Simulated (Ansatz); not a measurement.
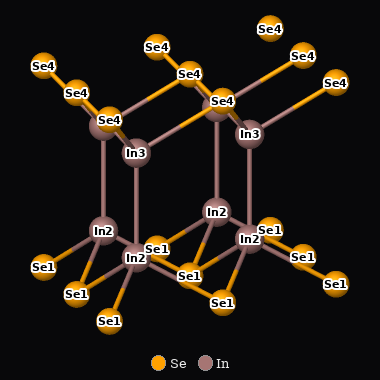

The system is a two-dimensional sheet of InSe (4 atoms in the cell); the picture shows the reference structure. The lattice constant and the thickness of a sheet are varied, nothing relaxed. The first coordinate is: lattice constant a of the sheet (both vectors scaled alike); the second: thickness: height of Se4 above Se1, all heights scaled alike. Grid: 7 × 7 points. Points are written as (first, second). Energies are in meV/atom, from the lowest grid point. All numbers below come from Ansatz 0.2.0, DFT PBE+D3(BJ), scalar-relativistic, plane waves, PAW. Settings: cutoff 420 eV, k-mesh 9×9×1, gaussian smearing 0.02 eV, no spin polarisation.

Its coordinates:

```yaml
crystal:
  lattice:
    - [4.02700, 0.00000, 0.00000]
    - [-2.01350, 3.48748, 0.00000]
    - [0.00000, 0.00000, 36.71996]
  atoms:
    - { symbol: Se, position: [0.00000, 0.00000, 0.42666] }
    - { symbol: In, position: [0.66667, 0.33333, 0.46194] }
    - { symbol: In, position: [0.66667, 0.33333, 0.53803] }
    - { symbol: Se, position: [0.00000, 0.00000, 0.57331] }
```

Range: lattice constant a of the sheet (both vectors scaled alike) from 3.825 to 4.228 Å; thickness: height of Se4 above Se1, all heights scaled alike from 5.035 to 5.735 Å.

What will the energy surface look like?

The lowest grid point is at (4.027 Å, 5.385 Å). It is the only kind of minimum in the scanned range. The highest grid point, (3.825 Å, 5.035 Å), lies 147 meV/atom above the lowest. Round the minimum the valley is somewhat tilted: raising the first coordinate shifts the best value of the second coordinate downwards (coupling k₁₂/√(k₁₁k₂₂) about 0.3).

| second ↓, first → | 3.825 | 3.892 | 3.960 | 4.027 | 4.094 | 4.161 | 4.228 |
| --- | --- | --- | --- | --- | --- | --- | --- |
| 5.735 | 63 | 37 | 27 | 29 | 43 | 66 | 97 |
| 5.619 | 57 | 28 | 14 | 14 | 25 | 46 | 76 |
| 5.502 | 58 | 24 | 7 | 4 | 12 | 32 | 60 |
| 5.385 | 66 | 28 | 7 | 0 | 6 | 23 | 49 |
| 5.269 | 83 | 40 | 14 | 4 | 7 | 21 | 45 |
| 5.152 | 109 | 61 | 31 | 17 | 16 | 28 | 50 |
| 5.035 | 147 | 93 | 58 | 39 | 36 | 44 | 63 |

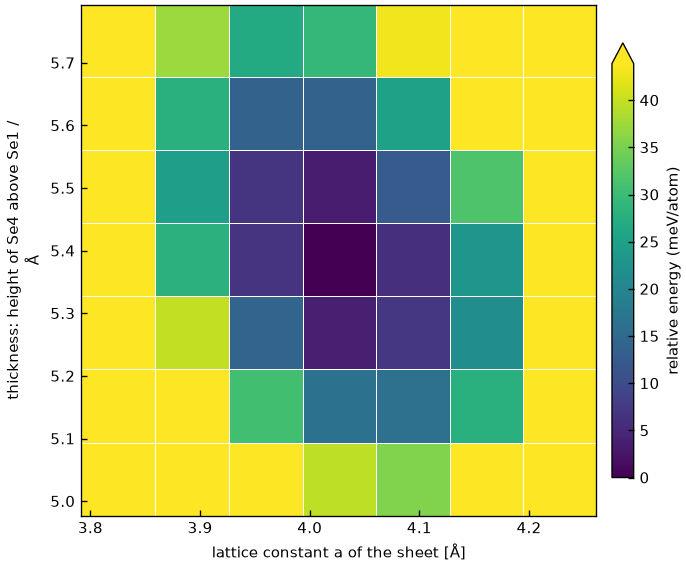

In the figure: one coloured cell a grid point, one colour for all values above the top of the scale.

Time for the 49 points that were run: 18 min on 2 threads of Arm Neoverse N1, with other jobs on the host.

PAW datasets: the set soft_1.
